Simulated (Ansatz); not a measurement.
System: CsH.

```xyz
8
Lattice="6.7586 0.0000 0.0000 0.0000 6.7586 0.0000 0.0000 0.0000 6.7586" Properties=species:S:1:pos:R:3 pbc="T T T"
Cs    0.0000    0.0000    0.0000
Cs    3.3793    3.3793    0.0000
Cs    3.3793    0.0000    3.3793
Cs    0.0000    3.3793    3.3793
H     3.3793    0.0000    0.0000
H     0.0000    3.3793    0.0000
H     0.0000    0.0000    3.3793
H     3.3793    3.3793    3.3793
```

Space group Fm-3m; changed on purpose from its base cell (equal strain along all axes, cell held, atoms relaxed: +6.0 %).

All numbers below come from Ansatz 0.2.0, DFT r2SCAN, scalar-relativistic, plane waves, PAW.

Q: Predict the valence pseudo-density and electron localisation function between the atoms.

A: Cs–H (3.38 Å): ρ at the midpoint is about 0.07 e/Å³; the ELF climbs to about 1 towards the hydrogen.

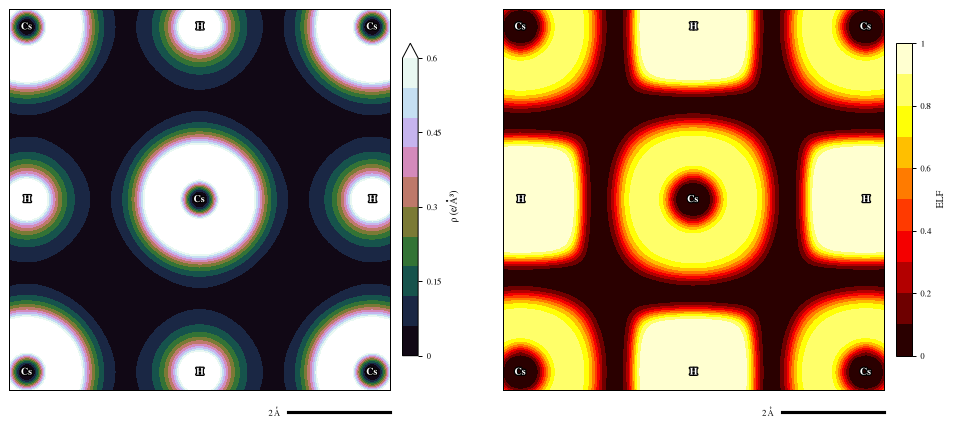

Computed valence pseudo-density and electron localisation function on the (100) plane of the conventional cell, in this order. 

In a PAW calculation such maps are meaningful between the atoms, not at the nuclei.
